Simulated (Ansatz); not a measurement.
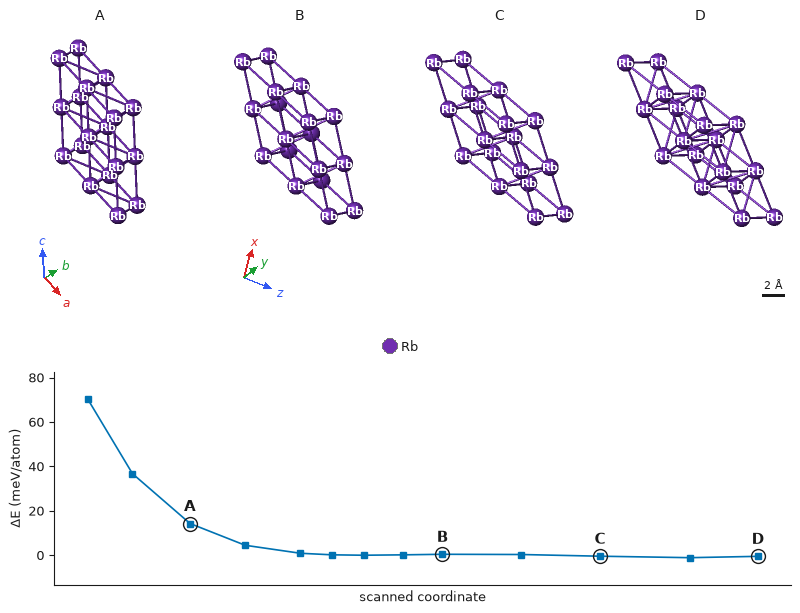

A scan of crystalline Rb (Im-3m) along one coordinate. x, y and z are the Cartesian axes of the input. The picture is a ball-and-stick view of the cell of the calculation, repeated 2 × 1 × 2 with one cell outlined, seen slightly off an axis.

All numbers below come from Ansatz, DFT PBEsol, scalar-relativistic, plane waves, PAW. Settings: plane-wave cutoff 420 eV; k-point mesh 14 × 14 × 14; occupations gaussian; smearing width 0.15 eV; no spin polarisation. Energies (free energies at the smearing named) are counted from the cell as listed in its source, which wasn't relaxed.

> Which coordinate changes from frame to frame?

The ratio of the cell's length along z to its lengths across, counted as 1 for the reference, is changed at fixed volume (a tetragonal or Bain path), with the atoms kept at their fractional coordinates. In the frames the relative ratio is 0.78 (A), 1.10 (B), 1.30 (C), 1.50 (D). The lowest computed point lies at the relative ratio 1.414 (−1.1 meV/atom). At the ends of the scan the energy is 70.5 meV/atom (0.65) and −0.5 meV/atom (1.50). The distortion takes the space group from Im-3m to I4/mmm. At the relative ratio 1.50 the cell of the drawing goes a 4.860 → 5.053 Å, b 4.860 → 5.053 Å, c 4.860 → 5.053 Å, α 109.5° → 122.0°, β 109.5° → 122.0°, γ 109.5° → 86.6°.
